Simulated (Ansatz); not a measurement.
**ZnS: density, localisation and related maps**

Input

```
crystal:
  lattice:
    - [3.8109987816, 0.0, 0.0]
    - [-1.9054993908, 3.3004217586, 0.0]
    - [0.0, 0.0, 6.234]
  atoms:
    - { symbol: Zn, position: [0.3333333333, 0.6666666667, 0.0] }
    - { symbol: Zn, position: [0.6666666667, 0.3333333333, 0.5] }
    - { symbol: S, position: [0.2901205474, 0.6450602737, 0.3924542056] }
    - { symbol: S, position: [0.6234538807, 0.3117269403, 0.8924542056] }
basis:
  ecutwfc: 500
kpoints:
  mp_grid: { grid: [6, 6, 4] }
hamiltonian:
  xc: r2scan
scf:
  occupations: { method: gaussian, width: 0.05 }
output:
  forces: true
  stress: true
  eigenvalues: true
  write_density: true
  write_potential: true
  elf: true
  volumetric_format: npy
```

Launched as:

```sh
ansatz run input.yaml --threads 1 --pin off --max-ram 2560MiB --backend cpu --events-out ev --progress --plain --runs-dir out
```

Below, planes, directions and counts refer to the conventional cell (a = 6.60 Å, b = 3.81 Å, c = 6.23 Å, α = 90.00°, β = 90.00°, γ = 90.00°).

Space group Cm; changed on purpose from its base cell (all S atoms moved +0.150 Å, as atom 3 towards its neighbour atom 2 (Zn) at 2.314 A); not relaxed (largest force 1.5 eV/Å).

The calculation used DFT r2SCAN, scalar-relativistic, plane waves, PAW (Ansatz).

The density is the valence pseudo-density of a PAW calculation; it isn't the true density close to the nuclei.

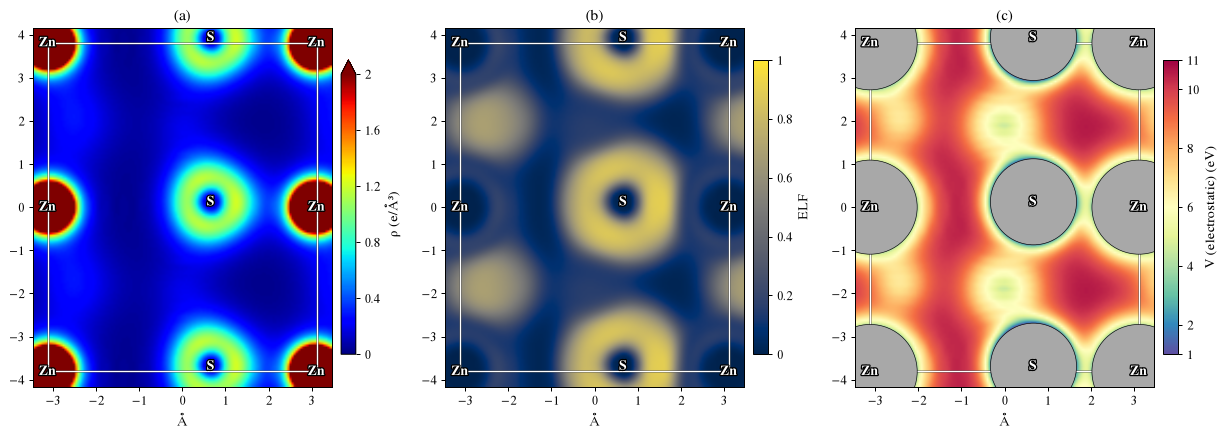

Figure 1. (a) valence pseudo-density; (b) electron localisation function; (c) electrostatic potential (local pseudopotential plus Hartree) felt by an electron on the (110) plane of the conventional cell. Grey discs cover the atomic cores in the potential map.

### Describe what can be read from this map.

The plane passes through Zn and S nuclei. Zn–S (2.45 Å): ρ at the midpoint is about 0.41 e/Å³; the ELF peaks at about 0.90 in the valence shell of S, 0.9 Å from its nucleus, and is about 0.55 at the midpoint. Between the atoms the lowest density in this plane is 0.03 e/Å³. Outside the cores the potential energy rises away from the atoms and is highest about 2.2 Å from the nearest atoms; its zero is arbitrary.

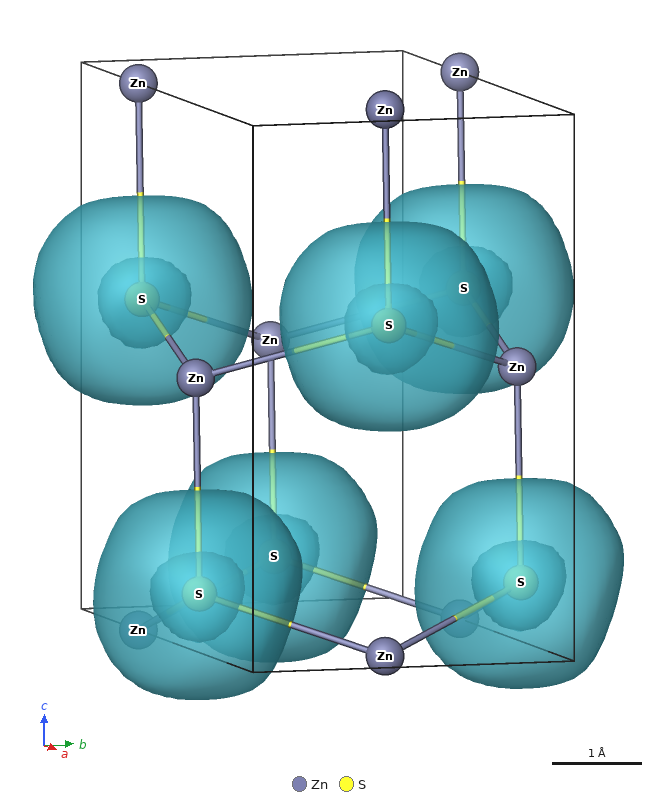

Figure 2. Isosurface of the electron localisation function at 0.65 (cyan), seen slightly off an axis. Only the valence region is drawn (cores and ρ < 0.01 e/Å³ removed). Sticks mark near contacts.

### Where are the electrons localised?

At this value the surface marks out four regions wrapped around S (the valence shell of each), counted in one cell of 8 atoms. Any copies at cell faces, edges or corners count once. Along the contacts the grid gives the following. Zn–S (2.16 Å): the ELF peaks at about 0.90 in the valence shell of S, 0.8 Å from its nucleus, and is about 0.60 at the midpoint. Zn–S (2.24 Å): the ELF peaks at about 0.90 in the valence shell of S, 0.8 Å from its nucleus, and is about 0.60 at the midpoint.

### Metal or insulator at this level of theory?

It is gapped, with a Kohn–Sham gap of 2.8 eV on the k-point mesh (the band edges may lie off the mesh, which would make the gap smaller).
